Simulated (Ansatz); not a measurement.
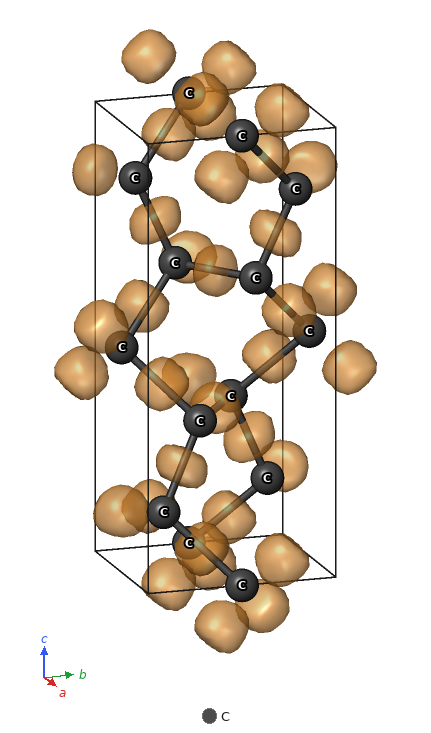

Figure. C. Isosurface of the ELF at 0.8 (orange), seen slightly off an axis. Only the valence region is drawn (cores and ρ < 0.01 e/Å³ removed). Sticks mark near contacts.

Space group Pnnn; a structure generated by program, which may or may not match a known phase.

Method: DFT PBE, scalar-relativistic, plane waves, PAW in Ansatz 0.2.0.

Core electrons are frozen (PAW), and the valence fields are smoothed inside the atomic spheres.

```
C
1.0
     2.59032    0.00000    0.00000
     0.00000    3.03183    0.00000
     0.00000    0.00000    7.15000
C
10
Direct
  0.00000 0.50000 0.00000
  0.50000 0.00000 0.50000
  0.73486 0.35155 0.34664
  0.26514 0.35155 0.65336
  0.73486 0.64845 0.65336
  0.26514 0.64845 0.34664
  0.76514 0.14845 0.15336
  0.23486 0.14845 0.84664
  0.76514 0.85155 0.84664
  0.23486 0.85155 0.15336
```

Question: What do the ELF domains correspond to?

Answer: At this value the surface marks out 20 regions between bonded C–C atoms (shared pairs), counted in one cell of 10 atoms. Regions shared between cells count once.

Values along the shortest contacts:
C–C (1.51 Å): the ELF peaks at about 0.95 between the atoms: a covalent bond. C–C (1.64 Å): the ELF peaks at about 0.95 between the atoms; a covalent bond.

Question: Metal or insulator at this level of theory?

Answer: It is gapped, with a Kohn–Sham gap of 3.7 eV on the k-point mesh (the band edges may lie off the mesh, which would make the gap smaller).
